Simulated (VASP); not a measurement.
Geometry relaxation of Ge7Si (part 2 of 3)

Ge7Si (P-43m, 8 atoms in the cell); Kohn-Sham DFT of a periodic cell, PBEsol, VASP PAW PBE potentials, recommended, no spin polarisation (VASP 6.6.1); cutoff 600 eV, 6×6×6 k-mesh, Gaussian smearing of 0.03 eV. The structure was built on a prototype by a generator; it need not be a known phase.

Geometry of the input (Å; fractional positions):
```
5.6290  0.0000  0.0000
0.0000  -5.6290  0.0000
0.0000  0.0000  -5.6290
Ge 0.7500  0.7500  0.7500
Ge 0.2500  0.2500  0.7500
Ge 0.2500  0.7500  0.2500
Ge 0.7500  0.2500  0.2500
Ge 0.5000  0.0000  0.0000
Ge 0.0000  0.5000  0.0000
Ge 0.0000  0.0000  0.5000
Si 0.5000  0.5000  0.5000
```

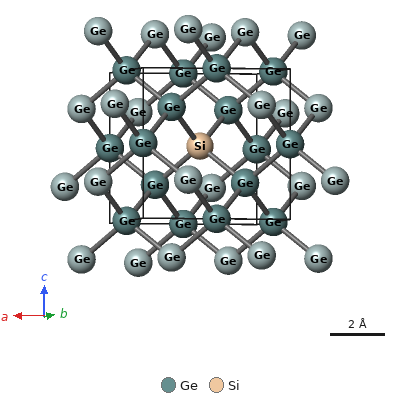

Figure 1. The structure as given in the input (ball-and-stick view of the cell of the calculation, seen at an oblique angle; neighbours outside the cell are drawn fainter). An atom can appear more than once, as a periodic image.

Parts of OUTCAR, continued:
```
  FORCE on cell =-STRESS in cart. coord.  units (eV):
  Direction    XX          YY          ZZ          XY          YZ          ZX
  --------------------------------------------------------------------------------------
  -------------------------------------------------------------------------------------
  Total        0.4906487      0.4906487      0.4906487     -0.0000000      0.0000000      0.0000000
  in kB        4.4074918      4.4074918      4.4074918     -0.0000000      0.0000000      0.0000000
  external PRESSURE =       4.4074918 kB  Pullay stress =       0.0000000 kB

 VOLUME and BASIS-vectors are now :
 -----------------------------------------------------------------------------
  energy-cutoff  :      600.00
  volume of cell :      178.36
      direct lattice vectors                 reciprocal lattice vectors
     5.628982500  0.000000000  0.000000000     0.177652000  0.000000000  0.000000000
     0.000000000 -5.628982500  0.000000000     0.000000000 -0.177652000  0.000000000
     0.000000000  0.000000000 -5.628982500     0.000000000  0.000000000 -0.177652000

 POSITION                                       TOTAL-FORCE (eV/Angst)
 -----------------------------------------------------------------------------------
      4.22174     -4.22174     -4.22174        -0.234799      0.234799      0.234799
      1.40725     -1.40725     -4.22174         0.234799     -0.234799      0.234799
      1.40725     -4.22174     -1.40725         0.234799      0.234799     -0.234799
      4.22174     -1.40725     -1.40725        -0.234799     -0.234799     -0.234799
      2.81449      0.00000      0.00000         0.000000     -0.000000      0.000000
      0.00000     -2.81449      0.00000         0.000000      0.000000      0.000000
      0.00000      0.00000     -2.81449         0.000000     -0.000000     -0.000000
      2.81449     -2.81449     -2.81449         0.000000     -0.000000     -0.000000
 -----------------------------------------------------------------------------------
    total drift:                                0.000000     -0.000000     -0.000000

  FREE ENERGIE OF THE ION-ELECTRON SYSTEM (eV)
  ---------------------------------------------------
  free  energy   TOTEN  =       -40.2350881878 eV

  energy  without entropy=      -40.2350881675  energy(sigma->0) =      -40.23508818

--------------------------------------- Ionic step        2  -------------------------------------------

 number of electron     101.9999938 magnetization

------------------------ aborting loop because EDIFF is reached ----------------------------------------

  FORCE on cell =-STRESS in cart. coord.  units (eV):
  Direction    XX          YY          ZZ          XY          YZ          ZX
  --------------------------------------------------------------------------------------
  -------------------------------------------------------------------------------------
  Total       -0.3368056     -0.3368056     -0.3368056      0.0000000      0.0000000      0.0000000
  in kB       -2.9988234     -2.9988234     -2.9988234      0.0000000      0.0000000      0.0000000
  external PRESSURE =      -2.9988234 kB  Pullay stress =       0.0000000 kB

 VOLUME and BASIS-vectors are now :
 -----------------------------------------------------------------------------
  energy-cutoff  :      600.00
  volume of cell :      179.94
      direct lattice vectors                 reciprocal lattice vectors
     5.645637389  0.000000000  0.000000000     0.177127919  0.000000000  0.000000000
     0.000000000 -5.645637389  0.000000000     0.000000000 -0.177127919  0.000000000
     0.000000000 -0.000000000 -5.645637389     0.000000000 -0.000000000 -0.177127919

 POSITION                                       TOTAL-FORCE (eV/Angst)
 -----------------------------------------------------------------------------------
      4.22287     -4.22287     -4.22287        -0.073907      0.073907      0.073907
      1.42277     -1.42277     -4.22287         0.073907     -0.073907      0.073907
      1.42277     -4.22287     -1.42277         0.073907      0.073907     -0.073907
      4.22287     -1.42277     -1.42277        -0.073907     -0.073907     -0.073907
      2.82282     -0.00000     -5.64564        -0.000000     -0.000000      0.000000
      0.00000     -2.82282     -5.64564        -0.000000     -0.000000      0.000000
      0.00000     -0.00000     -2.82282        -0.000000      0.000000      0.000000
      2.82282     -2.82282     -2.82282        -0.000000     -0.000000      0.000000
 -----------------------------------------------------------------------------------
    total drift:                               -0.000000      0.000000     -0.000000

  FREE ENERGIE OF THE ION-ELECTRON SYSTEM (eV)
  ---------------------------------------------------
  free  energy   TOTEN  =       -40.2565315020 eV

  energy  without entropy=      -40.2565310880  energy(sigma->0) =      -40.25653129

--------------------------------------- Ionic step        3  -------------------------------------------

 number of electron     101.9999951 magnetization

------------------------ aborting loop because EDIFF is reached ----------------------------------------

  FORCE on cell =-STRESS in cart. coord.  units (eV):
  Direction    XX          YY          ZZ          XY          YZ          ZX
  --------------------------------------------------------------------------------------
  -------------------------------------------------------------------------------------
  Total       -0.4543901     -0.4543901     -0.4543901      0.0000000      0.0000000     -0.0000000
  in kB       -4.0366079     -4.0366079     -4.0366079      0.0000000      0.0000000     -0.0000000
  external PRESSURE =      -4.0366079 kB  Pullay stress =       0.0000000 kB

 VOLUME and BASIS-vectors are now :
 -----------------------------------------------------------------------------
  energy-cutoff  :      600.00
  volume of cell :      180.35
      direct lattice vectors                 reciprocal lattice vectors
     5.649902659  0.000000000  0.000000000     0.176994200  0.000000000  0.000000000
     0.000000000 -5.649902659  0.000000000     0.000000000 -0.176994200  0.000000000
     0.000000000 -0.000000000 -5.649902659     0.000000000 -0.000000000 -0.176994200

 POSITION                                       TOTAL-FORCE (eV/Angst)
 -----------------------------------------------------------------------------------
      4.22315     -4.22315     -4.22315        -0.032683      0.032683      0.032683
      1.42675     -1.42675     -4.22315         0.032683     -0.032683      0.032683
      1.42675     -4.22315     -1.42675         0.032683      0.032683     -0.032683
      4.22315     -1.42675     -1.42675        -0.032683     -0.032683     -0.032683
      2.82495     -0.00000      0.00000        -0.000000     -0.000000     -0.000000
      0.00000     -2.82495      0.00000         0.000000     -0.000000      0.000000
      0.00000     -0.00000     -2.82495         0.000000     -0.000000      0.000000
      2.82495     -2.82495     -2.82495        -0.000000     -0.000000      0.000000
 -----------------------------------------------------------------------------------
    total drift:                               -0.000000      0.000000     -0.000000

  FREE ENERGIE OF THE ION-ELECTRON SYSTEM (eV)
  ---------------------------------------------------
  free  energy   TOTEN  =       -40.2574708028 eV

  energy  without entropy=      -40.2574699756  energy(sigma->0) =      -40.25747039

--------------------------------------- Ionic step        4  -------------------------------------------

 number of electron     101.9999973 magnetization

------------------------ aborting loop because EDIFF is reached ----------------------------------------

  FORCE on cell =-STRESS in cart. coord.  units (eV):
  Direction    XX          YY          ZZ          XY          YZ          ZX
  --------------------------------------------------------------------------------------
  -------------------------------------------------------------------------------------
  Total       -0.0090616     -0.0090616     -0.0090616      0.0000000     -0.0000000     -0.0000000
  in kB       -0.0811164     -0.0811164     -0.0811164      0.0000000     -0.0000000     -0.0000000
  external PRESSURE =      -0.0811164 kB  Pullay stress =       0.0000000 kB

 VOLUME and BASIS-vectors are now :
 -----------------------------------------------------------------------------
  energy-cutoff  :      600.00
  volume of cell :      178.98
      direct lattice vectors                 reciprocal lattice vectors
     5.635539307  0.000000000 -0.000000000     0.177445307  0.000000000  0.000000000
     0.000000000 -5.635539307  0.000000000     0.000000000 -0.177445307  0.000000000
     0.000000000 -0.000000000 -5.635539307    -0.000000000 -0.000000000 -0.177445307

 POSITION                                       TOTAL-FORCE (eV/Angst)
 -----------------------------------------------------------------------------------
      4.20947     -4.20947     -4.20947         0.010911     -0.010911     -0.010911
      1.42607     -1.42607     -4.20947        -0.010911      0.010911     -0.010911
      1.42607     -4.20947     -1.42607        -0.010911     -0.010911      0.010911
      4.20947     -1.42607     -1.42607         0.010911      0.010911      0.010911
      2.81777      0.00000     -0.00000        -0.000000      0.000000     -0.000000
      0.00000     -2.81777     -5.63554         0.000000     -0.000000      0.000000
      0.00000     -0.00000     -2.81777         0.000000     -0.000000     -0.000000
      2.81777     -2.81777     -2.81777         0.000000      0.000000     -0.000000
 -----------------------------------------------------------------------------------
    total drift:                               -0.000000      0.000000     -0.000000

  FREE ENERGIE OF THE ION-ELECTRON SYSTEM (eV)
  ---------------------------------------------------
  free  energy   TOTEN  =       -40.2594046982 eV

  energy  without entropy=      -40.2594045919  energy(sigma->0) =      -40.25940465

--------------------------------------- Ionic step        5  -------------------------------------------

 number of electron     101.9999971 magnetization

------------------------ aborting loop because EDIFF is reached ----------------------------------------

  FORCE on cell =-STRESS in cart. coord.  units (eV):
  Direction    XX          YY          ZZ          XY          YZ          ZX
  --------------------------------------------------------------------------------------
  -------------------------------------------------------------------------------------
  Total        0.1017141      0.1017141      0.1017141      0.0000000      0.0000000      0.0000000
  in kB        0.9099206      0.9099206      0.9099206      0.0000000      0.0000000      0.0000000
  external PRESSURE =       0.9099206 kB  Pullay stress =       0.0000000 kB

 VOLUME and BASIS-vectors are now :
 -----------------------------------------------------------------------------
  energy-cutoff  :      600.00
  volume of cell :      179.10
      direct lattice vectors                 reciprocal lattice vectors
     5.636759110  0.000000000 -0.000000000     0.177406907  0.000000000  0.000000000
     0.000000000 -5.636759110  0.000000000     0.000000000 -0.177406907  0.000000000
     0.000000000 -0.000000000 -5.636759110    -0.000000000 -0.000000000 -0.177406907

 POSITION                                       TOTAL-FORCE (eV/Angst)
 -----------------------------------------------------------------------------------
      4.21064     -4.21064     -4.21064         0.005340     -0.005340     -0.005340
      1.42612     -1.42612     -4.21064        -0.005340      0.005340     -0.005340
      1.42612     -4.21064     -1.42612        -0.005340     -0.005340      0.005340
      4.21064     -1.42612     -1.42612         0.005340      0.005340      0.005340
      2.81838      0.00000     -0.00000        -0.000000      0.000000      0.000000
      0.00000     -2.81838      0.00000        -0.000000      0.000000      0.000000
      0.00000     -0.00000     -2.81838        -0.000000      0.000000      0.000000
      2.81838     -2.81838     -2.81838        -0.000000     -0.000000      0.000000
 -----------------------------------------------------------------------------------
    total drift:                               -0.000000      0.000000     -0.000000

  FREE ENERGIE OF THE ION-ELECTRON SYSTEM (eV)
  ---------------------------------------------------
  free  energy   TOTEN  =       -40.2594787252 eV

  energy  without entropy=      -40.2594785969  energy(sigma->0) =      -40.25947866

--------------------------------------- Ionic step        6  -------------------------------------------

 number of electron     101.9999968 magnetization

 Free energy of the ion-electron system (eV)
  ---------------------------------------------------
  ext. energy  EPLUGINS =         0.00000000
  ---------------------------------------------------
  free energy    TOTEN  =       -40.25949791 eV

  energy without entropy =      -40.25949773  energy(sigma->0) =      -40.25949782

 E-fermi :   4.9908     XC(G=0): -10.0452     alpha+bet :-10.5425

 val. band max:        4.9066271418   @ k =   0.0000   0.0000   0.0000
 cond. band min:       5.0748789152   @ k =   0.5000   0.5000   0.5000
 fundamental gap:      0.1682517734
 Fermi energy:         4.9907530355

 k-point     1 :       0.0000    0.0000    0.0000
  band No.  band energies     occupation
      1     -19.8034      2.00000
      2     -19.8034      2.00000
      3     -19.8034      2.00000
      4     -19.7879      2.00000
      5     -19.7879      2.00000
      6     -19.7879      2.00000
      7     -19.7380      2.00000
      8     -19.7380      2.00000
      9     -19.7380      2.00000
     10     -19.7303      2.00000
     11     -19.7303      2.00000
     12     -19.7165      2.00000
     13     -19.6800      2.00000
     14     -19.6800      2.00000
     15     -19.6276      2.00000
     16     -19.6194      2.00000
     17     -19.6194      2.00000
     18     -19.6194      2.00000
     19     -19.6056      2.00000
     20     -19.6056      2.00000
     21     -19.6056      2.00000
     22     -19.5885      2.00000
     23     -19.5885      2.00000
     24     -19.5555      2.00000
     25     -19.5420      2.00000
     26     -19.5420      2.00000
     27     -19.5420      2.00000
     28     -19.5191      2.00000
     29     -19.5191      2.00000
     30     -19.4942      2.00000
     31     -19.4942      2.00000
     32     -19.4942      2.00000
     33     -19.4690      2.00000
     34     -19.4690      2.00000
     35     -19.4690      2.00000
     36      -7.7531      2.00000
     37      -3.9415      2.00000
     38      -3.9415      2.00000
     39      -3.9415      2.00000
     40      -3.9027      2.00000
     41      -3.9027      2.00000
     42      -3.3754      2.00000
     43       1.8329      2.00000
     44       1.8329      2.00000
     45       1.8329      2.00000
     46       1.9048      2.00000
     47       1.9048      2.00000
     48       1.9048      2.00000
     49       4.9066      1.99993
     50       4.9066      1.99993
     51       4.9066      1.99993
     52       5.2473      0.00000
     53       5.4561      0.00000
     54       5.4561      0.00000
     55       5.5596      0.00000
     56       5.5596      0.00000
     57       5.5596      0.00000
     58       5.9923      0.00000
     59       7.4538      0.00000
     60       7.4538      0.00000
     61       7.4538      0.00000
```
